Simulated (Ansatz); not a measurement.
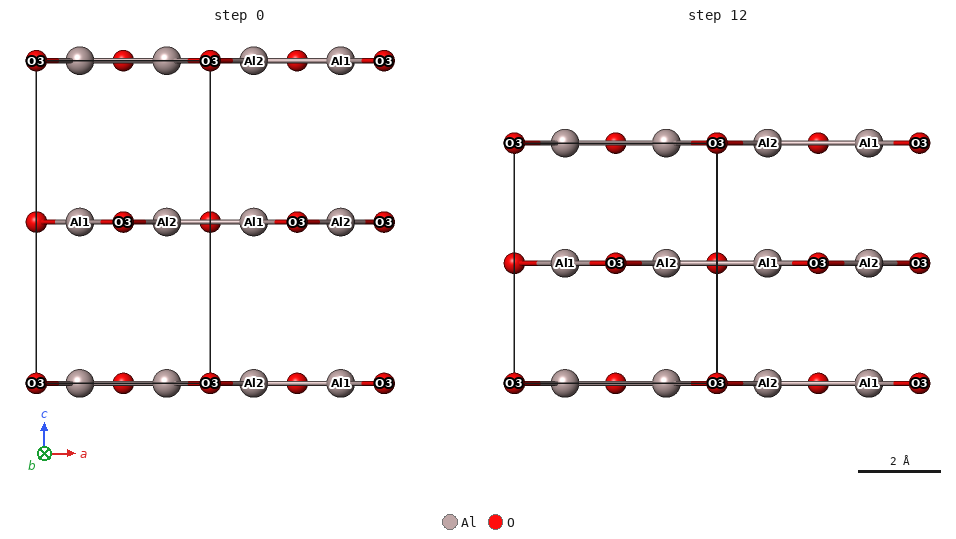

The structure of crystalline Al2O (a generated structure, set up in Fmmm) (coarse preliminary run) before (left) and after (right) a relaxation, at one scale.

The picture is a ball-and-stick view of the conventional cell (4 times the calculation's cell), repeated 2 × 1 × 1 with one cell outlined, seen along the b axis. Lengths and directions refer to the drawn axes.

Method: Ansatz 0.2.0, DFT PBE, scalar-relativistic, plane waves, PAW. Settings: plane-wave cutoff 420 eV; k-point mesh 6 × 6 × 6; occupations gaussian; smearing width 0.1 eV; no spin polarisation; cell and atoms relaxed; force threshold 0.04 eV/Å; at most 70 steps.

Summarise the run.

Answer. The atoms keep their places relative to the cell (all moves are under 0.005 Å). The drawn cell changes as follows: a 4.293 → 5.002 Å (+16.5 %), b 5.539 → 6.259 Å (+13.0 %), c 7.968 → 5.933 Å (−25.5 %); the volume changes by −2.0 %. Among the contacts that change: Al1–Al2 2.146 → 2.501 Å, Al1–O3 1.752 → 2.003 Å. The space group stays Fmmm (No. 69). After 10 accepted moves (12 points after the start) the energy has fallen by 2.854 eV per cell of the calculation. All forces vanish by symmetry, so only the cell relaxes. Pressure: 39.72 GPa at the start and 0.06 GPa at the end. The SCF was repeated twice at an unchanged geometry on a basis and grid sized afresh for the cell, which shifted the energy by 75.9 meV per cell of the calculation at most.
